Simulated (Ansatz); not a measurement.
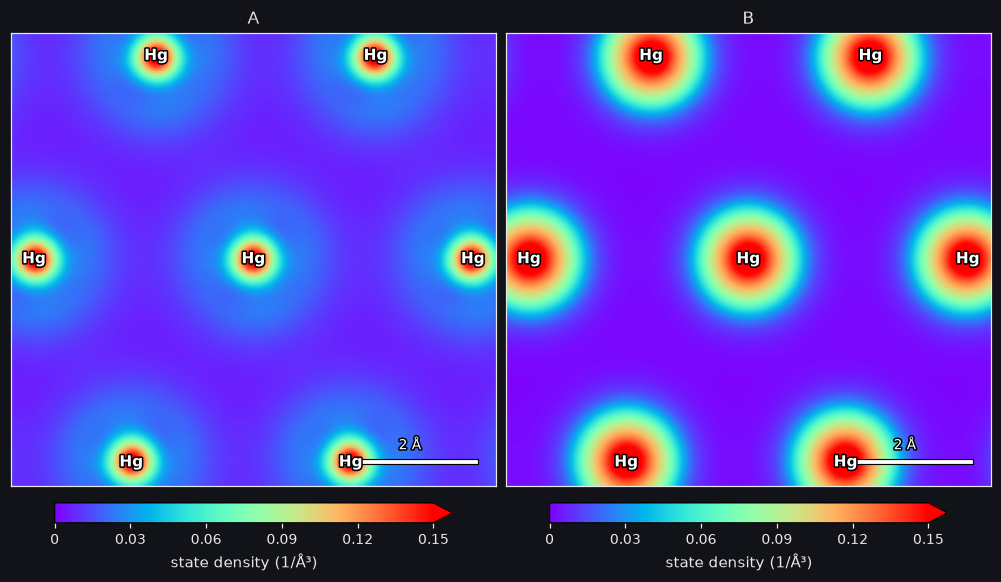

Hg: densities of the states in two energy windows, on the (001) plane of the conventional cell.

Space group P-1. Spin-orbit coupling, left out here, splits and shifts the levels of such heavy elements, by tenths of an eV up to several eV. The cell comes from a database of computed structures, not from a measurement.

Level of theory: DFT PBE, scalar-relativistic, plane waves, PAW (Ansatz 0.2.0).

In a PAW calculation such maps are meaningful between the atoms, not at the nuclei.

Match the panels to the energy ranges (zero at the Fermi level): −7.7 to −5.1 eV and −5.1 to −2.6 eV.

Panel A: −5.1 to −2.6 eV, the middle third of the occupied valence band, mainly Hg 6s (80 %) and Hg 5d (20 %).
Panel B: −7.7 to −5.1 eV, the lower third of the occupied valence band, mainly Hg 5d (95 %).
The characters are Löwdin shares on a minimal set of atomic orbitals.
